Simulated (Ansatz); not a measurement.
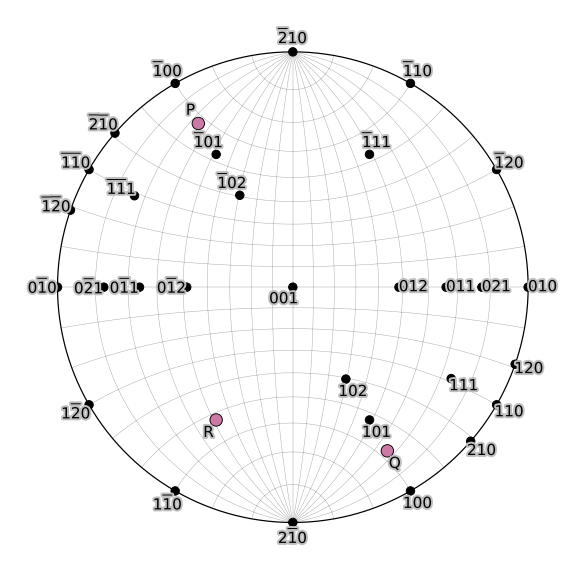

Crystal: Se, the input geometry of an electronic-structure calculation (not necessarily at equilibrium); the starting structure was generated, so it need not be a known form of this composition. Stereographic projection of plane normals (upper hemisphere) centred on (0 0 1). All values are computed from the atomic coordinates in the standard setting (tolerance 0.002 Å).

a = 3.697 Å, b = 3.697 Å, c = 7.250 Å, α = 90.00°, β = 90.00°, γ = 120.00°.

> Index the poles marked P, Q, R.

P is (−2 0 1), in four indices (−2 0 2 1), 77.5° from the centre; Q is (2 0 1), in four indices (2 0 −2 1), 77.5° from the centre; R is (1 −1 1), in four indices (1 −1 0 1), 66.2° from the centre.

> What is the angle between the normals of (−2 0 1) and (−1 1 0), and what are their d_hkl = 1/|g|?

60.8°; d = 1.563 Å and 3.202 Å.
